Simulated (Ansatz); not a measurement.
## Single-point calculation, with input and output: MoS2 (part 2 of 2)

Continued. System: MoS2 (P6₃/mmc, 6 atoms in the cell). Method: DFT LDA+U, scalar-relativistic, plane waves, PAW, Ueff = 2 eV on Mo atom 1 d; Ueff = 2 eV on Mo atom 2 d, spin-polarised (Ansatz 0.2.0); cutoff 420 eV, 7×7×2 k-mesh, Gaussian smearing of 0.05 eV, collinear spins. The structure derives from an entry of the Crystallography Open Database. It belongs to a series of runs on one base structure; here: random orbitals: harmonics, high filling.

Geometry of the input (Å; fractional positions):
```
3.1610  0.0000  0.0000
-1.5805  2.7375  0.0000
0.0000  0.0000  12.2950
Mo 0.3333  0.6667  0.2500
Mo 0.6667  0.3333  0.7500
S  0.3333  0.6667  0.6275
S  0.6667  0.3333  0.1275
S  0.3333  0.6667  0.8725
S  0.6667  0.3333  0.3725
```

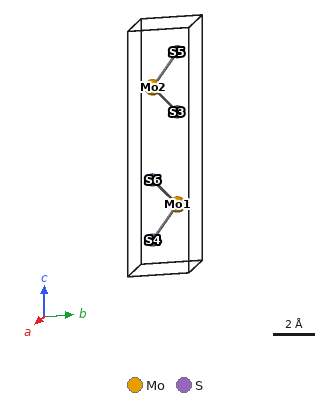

Fig. 1: The input geometry (ball-and-stick view of the cell of the calculation, seen slightly off an axis; atoms are numbered from 1 in the order of the input).

## Log, continued
```
SCF iter   1: F=—  HF=-13163.110627 eV  |F-HF|=—  |Δ(HF+E_count)|=         —  Δρ=7.12e-2 (↑7.12e-2 ↓7.12e-2)  dr2=1.49e1  dr2_m=2.70e0  M=0.000 μB ∫|m|=1.282 μB  β_m=0.30  ethr=3.10e-3  ⟨swp⟩=7.2  Hψ=10139  notcnv=0
preconditioner: auto → Resta (q_TF=auto, 2.421 Å⁻¹)  ε∞=6.3  [insulator: Δε(μ)=0.393 eV  Ē_g=9.384 eV  σ=0.050 eV  W_gap=0.55  n_scr=26 (ndim 8)  ℏωp=21.6 eV  f_vac=0.004  D(μ)=1.13/eV (n_scr^D=4)  ε∞_Penn≈6.3]
spin=Collinear: Resta preconditioning applied to the charge; magnetization (m = ρ↑ − ρ↓) channel mixes plain (no charge-response kernel on spin).
SCF iter   2: F=—  HF=-13160.589419 eV  |F-HF|=—  |Δ(HF+E_count)|=    2.52e0  Δρ=4.28e-2 (↑4.28e-2 ↓4.28e-2)  dr2=2.37e0  dr2_m=1.29e0  M=-0.000 μB ∫|m|=1.356 μB  β_m=0.30  ethr=3.10e-3  ⟨swp⟩=3.0  Hψ=4862  notcnv=0  defer=102
preconditioner: auto → Kerker (q_TF=auto, 2.421 Å⁻¹)  [metal: Δε(μ)=0.001 eV  Ē_g=8.756 eV  σ=0.050 eV  W_gap=0.02  n_scr=26 (ndim 8)  ℏωp=21.6 eV  f_vac=0.005  D(μ)=0.92/eV (n_scr^D=4)]
spin=Collinear: Kerker preconditioning applied to the charge; magnetization (m = ρ↑ − ρ↓) channel mixes plain (no charge-response kernel on spin).
SCF iter   3: F=—  HF=-13160.279010 eV  |F-HF|=—  |Δ(HF+E_count)|=   3.10e-1  Δρ=2.76e-2 (↑2.76e-2 ↓2.76e-2)  dr2=7.85e-1  dr2_m=6.30e-1  M=-0.000 μB ∫|m|=1.351 μB  β_m=0.30  ethr=3.10e-3  ⟨swp⟩=2.8  Hψ=3882  notcnv=0  defer=114
SCF iter   4: F=—  HF=-13160.281928 eV  |F-HF|=—  |Δ(HF+E_count)|=   2.92e-3  Δρ=2.04e-2 (↑2.04e-2 ↓2.04e-2)  dr2=3.73e-1  dr2_m=3.53e-1  M=-0.000 μB ∫|m|=1.232 μB  β_m=0.30  ethr=1.51e-3  ⟨swp⟩=2.8  Hψ=3482  notcnv=0  defer=114
SCF iter   5: F=—  HF=-13160.269738 eV  |F-HF|=—  |Δ(HF+E_count)|=   1.22e-2  Δρ=1.38e-2 (↑1.38e-2 ↓1.38e-2)  dr2=7.86e-2  dr2_m=1.77e-1  M=0.000 μB ∫|m|=1.213 μB  β_m=0.30  ethr=7.17e-4  ⟨swp⟩=2.9  Hψ=3957  notcnv=0  defer=112
SCF iter   6: F=—  HF=-13160.290487 eV  |F-HF|=—  |Δ(HF+E_count)|=   2.07e-2  Δρ=1.02e-2 (↑1.02e-2 ↓1.02e-2)  dr2=2.93e-2  dr2_m=9.82e-2  M=0.000 μB ∫|m|=1.152 μB  β_m=0.30  ethr=1.51e-4  ⟨swp⟩=2.2  Hψ=3400  notcnv=0  defer=116
SCF iter   7: F=—  HF=-13160.301450 eV  |F-HF|=—  |Δ(HF+E_count)|=   1.10e-2  Δρ=7.30e-3 (↑7.30e-3 ↓7.30e-3)  dr2=1.38e-3  dr2_m=5.16e-2  M=0.000 μB ∫|m|=1.127 μB  β_m=0.30  ethr=5.63e-5  ⟨swp⟩=2.1  Hψ=3314  notcnv=0  defer=116
Mixer restart at iter 7: flushing history
spin-set hold released at iteration 7 (site moments contracting): the magnetisation degrees of freedom join the quasi-Newton model from the next iteration; the mixer history was flushed
SCF iter   8: F=—  HF=-13160.310080 eV  |F-HF|=—  |Δ(HF+E_count)|=   8.63e-3  Δρ=5.37e-3 (↑5.37e-3 ↓5.37e-3)  dr2=7.52e-4  dr2_m=2.79e-2  M=0.000 μB ∫|m|=1.102 μB  β_m=0.65  ethr=2.65e-6  ⟨swp⟩=2.0  Hψ=2892  notcnv=0  defer=116
SCF iter   9: F=—  HF=-13160.320722 eV  |F-HF|=—  |Δ(HF+E_count)|=   1.06e-2  Δρ=3.06e-4 (↑3.06e-4 ↓3.06e-4)  dr2=2.00e-4  dr2_m=7.60e-5  M=0.000 μB ∫|m|=1.029 μB  β_m=0.73  ethr=1.45e-6  ⟨swp⟩=2.9  Hψ=3938  notcnv=0  defer=116
SCF iter  10: F=—  HF=-13160.320780 eV  |F-HF|=—  |Δ(HF+E_count)|=   5.79e-5  Δρ=1.43e-4 (↑1.43e-4 ↓1.42e-4)  dr2=4.72e-5  dr2_m=1.52e-5  M=-0.000 μB ∫|m|=1.023 μB  β_m=0.86  ethr=3.84e-7  ⟨swp⟩=2.1  Hψ=2838  notcnv=0  defer=116
SCF iter  11: F=—  HF=-13160.320798 eV  |F-HF|=—  |Δ(HF+E_count)|=   1.81e-5  Δρ=3.87e-5 (↑3.87e-5 ↓3.87e-5)  dr2=2.42e-5  dr2_m=1.84e-7  M=0.000 μB ∫|m|=1.019 μB  β_m=0.93  ethr=9.07e-8  ⟨swp⟩=2.0  Hψ=3106  notcnv=0  defer=116
SCF iter  12: F=—  HF=-13160.320796 eV  |F-HF|=—  |Δ(HF+E_count)|=   2.01e-6  Δρ=1.56e-5 (↑1.53e-5 ↓1.56e-5)  dr2=3.63e-6  dr2_m=8.54e-8  M=-0.000 μB ∫|m|=1.019 μB  β_m=0.97  ethr=4.65e-8  ⟨swp⟩=2.1  Hψ=2417  notcnv=0  defer=116
SCF iter  13: F=—  HF=-13160.320796 eV  |F-HF|=—  |Δ(HF+E_count)|=   4.96e-7  Δρ=2.60e-6 (↑2.60e-6 ↓1.76e-6)  dr2=4.08e-8  dr2_m=1.50e-9  M=0.000 μB ∫|m|=1.019 μB  β_m=0.97  ethr=1.92e-10  ⟨swp⟩=14.5  Hψ=16053  notcnv=0
Mixer restart at iter 13: flushing history
SCF iter  14: F=—  HF=-13160.324348 eV  |F-HF|=—  |Δ(HF+E_count)|=         —  Δρ=1.01e-5 (↑1.01e-5 ↓1.00e-5)  dr2=1.71e-6  dr2_m=1.59e-8  M=0.000 μB ∫|m|=1.018 μB  β_m=0.97  ethr=7.85e-11  ⟨swp⟩=3.0  Hψ=4549  notcnv=0
SCF iter  15: F=—  HF=-13164.689162 eV  |F-HF|=—  |Δ(HF+E_count)|=    4.36e0  Δρ=1.07e-2 (↑1.07e-2 ↓1.07e-2)  dr2=6.58e-1  dr2_m=3.65e-2  M=0.000 μB ∫|m|=0.422 μB  β_m=0.06  ethr=7.85e-11  ⟨swp⟩=7.3  Hψ=10946  notcnv=0  defer=18
SCF iter  16: F=—  HF=-13164.681736 eV  |F-HF|=—  |Δ(HF+E_count)|=   7.43e-3  Δρ=9.81e-3 (↑9.81e-3 ↓9.81e-3)  dr2=5.15e-1  dr2_m=3.39e-2  M=0.000 μB ∫|m|=0.404 μB  β_m=0.05  ethr=7.85e-11  ⟨swp⟩=5.7  Hψ=8612  notcnv=0  defer=132
SCF iter  17: F=—  HF=-13164.672549 eV  |F-HF|=—  |Δ(HF+E_count)|=   9.19e-3  Δρ=9.02e-3 (↑9.02e-3 ↓9.02e-3)  dr2=4.20e-1  dr2_m=3.00e-2  M=0.000 μB ∫|m|=0.389 μB  β_m=0.13  ethr=7.85e-11  ⟨swp⟩=5.0  Hψ=7772  notcnv=0  defer=132
SCF iter  18: F=—  HF=-13164.631346 eV  |F-HF|=—  |Δ(HF+E_count)|=   4.12e-2  Δρ=6.45e-3 (↑6.45e-3 ↓6.45e-3)  dr2=9.28e-2  dr2_m=2.39e-2  M=0.000 μB ∫|m|=0.364 μB  β_m=0.13  ethr=7.85e-11  ⟨swp⟩=6.5  Hψ=10006  notcnv=0  defer=132
SCF iter  19: F=—  HF=-13164.672987 eV  |F-HF|=—  |Δ(HF+E_count)|=   4.16e-2  Δρ=4.53e-3 (↑4.53e-3 ↓4.53e-3)  dr2=1.74e-2  dr2_m=1.47e-2  M=0.000 μB ∫|m|=0.294 μB  β_m=0.70  ethr=7.85e-11  ⟨swp⟩=6.2  Hψ=9484  notcnv=0  defer=132
SCF iter  20: F=—  HF=-13164.732085 eV  |F-HF|=—  |Δ(HF+E_count)|=   5.91e-2  Δρ=1.71e-3 (↑1.71e-3 ↓1.71e-3)  dr2=4.58e-3  dr2_m=2.24e-3  M=0.000 μB ∫|m|=0.098 μB  β_m=0.85  ethr=7.85e-11  ⟨swp⟩=6.2  Hψ=9812  notcnv=0  defer=164
SCF iter  21: F=—  HF=-13164.735330 eV  |F-HF|=—  |Δ(HF+E_count)|=   3.24e-3  Δρ=2.80e-4 (↑2.80e-4 ↓2.80e-4)  dr2=9.85e-4  dr2_m=1.92e-5  M=0.000 μB ∫|m|=0.009 μB  β_m=0.92  ethr=7.85e-11  ⟨swp⟩=5.8  Hψ=8698  notcnv=0  defer=170
SCF iter  22: F=—  HF=-13164.735253 eV  |F-HF|=—  |Δ(HF+E_count)|=   7.66e-5  Δρ=9.42e-5 (↑9.42e-5 ↓9.42e-5)  dr2=1.66e-4  dr2_m=7.81e-7  M=0.000 μB ∫|m|=0.001 μB  β_m=0.96  ethr=7.85e-11  ⟨swp⟩=4.6  Hψ=6468  notcnv=0  defer=170
SCF iter  23: F=—  HF=-13164.735233 eV  |F-HF|=—  |Δ(HF+E_count)|=   2.06e-5  Δρ=3.26e-5 (↑3.25e-5 ↓3.26e-5)  dr2=7.49e-6  dr2_m=4.69e-7  M=0.000 μB ∫|m|=0.001 μB  β_m=0.98  ethr=7.85e-11  ⟨swp⟩=4.0  Hψ=5906  notcnv=0  defer=170
SCF iter  24: F=—  HF=-13164.735233 eV  |F-HF|=—  |Δ(HF+E_count)|=   3.47e-8  Δρ=6.79e-6 (↑6.79e-6 ↓6.65e-6)  dr2=2.59e-7  dr2_m=1.28e-8  M=0.000 μB ∫|m|=0.000 μB  β_m=0.99  ethr=7.85e-11  ⟨swp⟩=3.1  Hψ=4905  notcnv=0  defer=170
iter 25 did not close the SCF: its close was put off for a magnetic moment that had not settled (scf_convergence_deferred on its scf_iter line)
SCF iter  25: F=-13164.735233 eV  HF=-13164.735233 eV  |F-HF|=2.40e-9  |Δ(HF+E_count)|=   2.17e-9  Δρ=1.09e-6 (↑9.93e-7 ↓1.09e-6)  dr2=3.97e-9  dr2_m=3.56e-10  M=0.000 μB ∫|m|=0.000 μB  β_m=1.00  ethr=7.85e-11  ⟨swp⟩=11.6  Hψ=14257  notcnv=0
SCF iter  26: F=-13164.735233 eV  HF=-13164.735233 eV  |F-HF|=6.26e-10  |Δ(HF+E_count)|=  4.44e-10  Δρ=3.58e-7 (↑3.57e-7 ↓3.58e-7)  dr2=7.96e-10  dr2_m=2.33e-11  M=0.000 μB ∫|m|=0.000 μB  ethr=7.64e-12  ⟨swp⟩=4.9  Hψ=11396  notcnv=0
WARN: the starting moments were not kept: the SCF closed with an absolute magnetisation of 6.9e-6 μB, where they sum to 4 μB in size (2 sites). That is at most 0.1 of that sum. Measured as dr2_m measures the in/out step, that magnetisation stands 6.6e-12 eV from none, at or under the dr2_threshold of 1.0e-7 eV: it is no larger than a step whose dr2_m would equal this threshold. The system may hold no moment; this SCF shows only that its start led to no more than that. To try another start: raise the starting moments (crystal.atoms[].spin, magnetization.per_species, magnetization.initial_magnetization, or on a non-collinear deck that types none of these the spinor_matrix: blocks that start its atoms; where the total moment is fixed, keep their sum and leave initial_magnetization as it is; typed ones take the place of any that the run laid by itself, positive ones on a crystal's lanthanoids without a Hubbard term where scf.initial_density.shell_occupations: [] is typed) or, if the notice of its spin-set hold's release reads "site moments contracting" or "site moments show no strong build", lengthen the hold (scf.mixing.spin_hold: { on: { confirm: 4 } }; for m-r²SCAN on two components see the key's manual first). Each may lead to a state that holds a moment. A second SCF, from the converged charge density, with the starting moments and any scf.initial_density.shell_occupations laid on it anew, would have followed, and was not run: the deck does not ask for one (magnetization.retry_lost_moments is false, the default). To let it run, set magnetization.retry_lost_moments: true and run the deck again, where that key's refused combinations let it; where memory then withholds it, that run's warning says so.
WARN: hamiltonian.hubbard: on 4 of 4 specified blocks the occupation matrix of this SCF's result fails the test of the specified filling. At site 0 ↑ (sites count from 0 in the list of atoms of the cell that this SCF solves) the least filled combination of the orbitals specified full has occupation 0.477, and the fullest combination of the orbitals specified empty has occupation 0.595; the filling counts as kept where the first is at least 0.75 and exceeds the second by more than 0.25. The same holds at site 0 ↓, site 1 ↑, site 1 ↓. The state of this SCF's result may not hold the specified filling, though these bounds can also misjudge a state that does. This warning does not say which state is lower in energy, or whether the specified filling is a self-consistent state at all; see hamiltonian.hubbard.sites[].starting_ns, Limitations, and scf.initial_density.shell_occupations in the input reference
SCF 1 converged in 26 iterations: F = -13164.735233 eV  dr2 = 7.96e-10
  greatest PAW one-centre occupation: 0.999 electrons in one spin orbital (limit 2), on the Mo atom at site 1 (counted from 0), in its partial waves of l = 0
SCF converged after 26 iterations
Magnetization: 0.0000 μB (26.0000 up, 26.0000 down)
Absolute magnetization: 0.0000 μB (∫|ρ↑−ρ↓|, with the PAW one-centre terms)
Spin contamination: 0.0000 ħ² per cell (⟨S²⟩ above its minimum at these occupations)
Per-site moments (μB) at R_I (Å): [(-3.915467073057749e-8, 0.9760741621119455), (3.93751863134662e-8, 0.9760741621119459), (-7.616036552739897e-8, 0.9760741621119459), (7.607360324284984e-8, 0.9760741621119455), (-7.616036541627782e-8, 0.9760741621119459), (7.60736032095369e-8, 0.9760741621119455)]
Free energy (F): -13164.735233 eV
Harris-Foulkes:  -13164.735233 eV  (|F-HF|=6.26e-10)
Internal energy: -13164.735233 eV  (E = F + TS)
E sigma→0 (E₀):  -13164.735233 eV
Fermi energy:    11.311187 eV
--- Per-component energies (eV) ---
  E_band       = -322.298129
  E_kinetic    = 1320.645750
  E_local      = -4096.558594  (includes V_loc(G=0)·N_el)
  E_nonlocal   = 413.064758
  E_hartree    = 1585.682201
  E_xc         = -753.978455
  E_vxc        = -813.589055  (∫ρ·V_xc dr)
  E_hubbard    = 4.949925  (on-site DFT+U / exact-exchange correction)
  E_vhub       = -0.575072  (the Hubbard potential's part of the band-sum identity)
  E_paw        = -8453.987978  (= ΣΔE_a)
  E_vpaw       = -316.650299  (= ΣTr[D̂ρ^β])
  E_aug_tail   = 0.000033  (compensation charges beyond the density's cutoff)
  E_ewald      = -3186.111296
  E_core_change = 1.558423  (= ΣΔE_core)
  E_smearing   = -0.000000  (= −TS)
  E_closure    = 0.000000  (closes the sum)
  Σ components = -13164.735233   (vs F -13164.735233, Δ=0.00e0)
--- Specified on-site occupations, and those of the state reported ---
  electrons in the specified blocks: 4.2000 specified, 10.4749 found
  site 0 (l=d) ↑: largest change of an orbital's occupation 0.5753; electrons 2.0000 specified, 2.6187 found; spectral distance 1.0063
  site 1 (l=d) ↓: largest change of an orbital's occupation 0.5753; electrons 2.0000 specified, 2.6187 found; spectral distance 1.0063
  site 0 (l=d) ↓: largest change of an orbital's occupation 0.5753; electrons 0.1000 specified, 2.6187 found; spectral distance 1.1307
  site 1 (l=d) ↑: largest change of an orbital's occupation 0.5753; electrons 0.1000 specified, 2.6187 found; spectral distance 1.1307
--- Forces (eV/Å), atoms counted from 1 ---
  atom   1  Mo     0.00000000     0.00000148     0.00000000
  atom   2  Mo     0.00000000    -0.00000148     0.00000000
  atom   3  S     -0.00000000    -0.00000006    -0.73899176
  atom   4  S      0.00000000     0.00000006    -0.73898580
  atom   5  S     -0.00000000    -0.00000006     0.73899176
  atom   6  S      0.00000000     0.00000006     0.73898580
  max |Σ_I F_I| component: 2.74e-10 eV/Å
--- Stress (GPa, compression-positive) ---
       -1.307339       0.000000       0.000000
        0.000000      -1.307331       0.000000
        0.000000       0.000000       5.558383
  P = ⅓ Tr σ = 0.9812 GPa (9.812 kbar)
--- Band table (eV; the first three rows and the last of 64) ---
  k-point 0 ↑: bands = ["-50.5684", "-50.5683", "-24.7995", "-24.7993", "-24.5833", "-24.5833", "-24.5833", "-24.5833", "-4.3442", "-4.1320", "-2.8861", "-2.5029", "3.6736", "4.5895", "7.0804", "7.0804", "7.0895", "7.0895", "7.4169", "8.3631", "8.3631", "8.3994", "8.3994", "9.6387", "9.6481", "10.8521", "12.9232", "12.9232", "12.9373", "12.9373", "13.2250", "13.2250", "13.3747", "13.3747"]
  k-point 1 ↑: bands = ["-50.5683", "-50.5683", "-24.7994", "-24.7994", "-24.5833", "-24.5833", "-24.5833", "-24.5833", "-4.2493", "-4.2493", "-2.6861", "-2.6861", "4.0749", "4.0749", "7.0849", "7.0849", "7.0849", "7.0849", "8.2659", "8.2659", "8.3812", "8.3812", "8.3812", "8.3812", "10.5711", "10.5711", "12.9267", "12.9267", "12.9267", "12.9267", "13.3030", "13.3030", "13.3030", "13.3030"]
  k-point 2 ↑: bands = ["-50.5601", "-50.5600", "-24.7831", "-24.7830", "-24.6650", "-24.6650", "-24.6017", "-24.6017", "-4.0320", "-3.8237", "-2.7572", "-2.4102", "4.0013", "4.8912", "6.5118", "6.5482", "6.7462", "7.4065", "7.4271", "7.5129", "7.9186", "7.9642", "8.6979", "9.6057", "9.7836", "10.2252", "12.5359", "12.6799", "12.8601", "12.8779", "13.0107", "13.0497", "13.4054", "13.4956"]
  k-point 31 ↓: bands = ["-50.5304", "-50.5303", "-24.9204", "-24.9204", "-24.7231", "-24.7231", "-24.7028", "-24.7028", "-2.6065", "-2.6065", "-2.0965", "-2.0965", "4.5062", "4.5062", "5.3636", "5.3636", "6.0843", "6.0843", "6.8057", "6.8057", "7.7873", "7.7873", "8.7044", "8.7044", "9.1994", "9.1994", "12.2433", "12.2433", "12.6001", "12.6001", "13.5176", "13.5176", "14.7639", "14.7639"]
Occupation matrices written to [file]
--- Löwdin populations: 6 sites ---
  site symbol       q [e]    m [muB]
     0     Mo     13.7372    -0.0000
     1     Mo     13.7372     0.0000
     2      S      6.0272    -0.0000
     3      S      6.0272     0.0000
     4      S      6.0272    -0.0000
     5      S      6.0272     0.0000
  spilling = 0.008019 (of n_electrons = 52.000000)
--- Occupation matrices: 2 shells (run DFT+U table (all-electron-ortho-atomic); ε = 1.06e-3) ---
  Mo0 d_4D: site group D3h (-6m2)
  Mo0 d_4D up     Tr n = 2.6187  λ = 0.477 0.477 0.535 0.535 0.595  [2× xz 0.50 E''(1.00) | 2× x2-y2 0.50 E'(1.00) | z2 1.00 A1'(1.00)]
  Mo0 d_4D dn     Tr n = 2.6187  λ = 0.477 0.477 0.535 0.535 0.595  [2× xz 0.50 E''(1.00) | 2× x2-y2 0.50 E'(1.00) | z2 1.00 A1'(1.00)]
  specified occupation → Mo0 d_4D up: matrix, ‖Δ‖_F = 1.1123, Tr Δ = -0.6187, displaced = 1.2377, d_λ = 1.0063; orbital distance = 1.5811
  specified occupation → Mo0 d_4D dn: matrix, ‖Δ‖_F = 1.1307, Tr Δ = -2.5187, displaced = 1.2594, d_λ = 1.1307; orbital distance = 0.0000
  Mo1 d_4D: site group D3h (-6m2)
  Mo1 d_4D up     Tr n = 2.6187  λ = 0.477 0.477 0.535 0.535 0.595  [2× xz 0.50 E''(1.00) | 2× x2-y2 0.50 E'(1.00) | z2 1.00 A1'(1.00)]
  Mo1 d_4D dn     Tr n = 2.6187  λ = 0.477 0.477 0.535 0.535 0.595  [2× xz 0.50 E''(1.00) | 2× x2-y2 0.50 E'(1.00) | z2 1.00 A1'(1.00)]
  specified occupation → Mo1 d_4D up: matrix, ‖Δ‖_F = 1.1307, Tr Δ = -2.5187, displaced = 1.2594, d_λ = 1.1307; orbital distance = 0.0000
  specified occupation → Mo1 d_4D dn: matrix, ‖Δ‖_F = 1.1123, Tr Δ = -0.6187, displaced = 1.2377, d_λ = 1.0063; orbital distance = 1.5811
  Tr n, λ and their labels are of the run-group-symmetrised matrices; stabiliser: 48 of 48 elements of G0×{1,Θ} (closed), max defect 5.3e-6 at τ = 2.2e-4
```

## Summary

```json
{"quantity": "outcome", "value": "converged"}
{"quantity": "space group (tolerance 0.01 Å)", "value": "P6₃/mmc (194)"}
{"quantity": "electrons treated", "value": "52"}
{"quantity": "free energy", "value": "−13164.7352 eV"}
{"quantity": "Fermi energy", "value": "11.311 eV"}
{"quantity": "gap on the k-point mesh", "value": "0.92 eV"}
{"quantity": "net moment of the cell", "value": "0.00 μB"}
{"quantity": "integrated absolute moment", "value": "0.00 μB"}
{"quantity": "pressure", "value": "0.98 GPa"}
{"quantity": "largest force (length of the vector)", "value": "0.739 eV/Å"}
{"quantity": "hardware", "value": "4 threads of Intel Xeon (Sapphire Rapids), 16 GiB of memory available, shared host"}
{"quantity": "wall time", "value": "20 s (CPU time 69 s)"}
{"quantity": "peak memory", "value": "0.59 GiB"}
```

Warnings of the run: some starting moments were not kept; the typed occupations were not kept; the occupation matrices lower the symmetry.
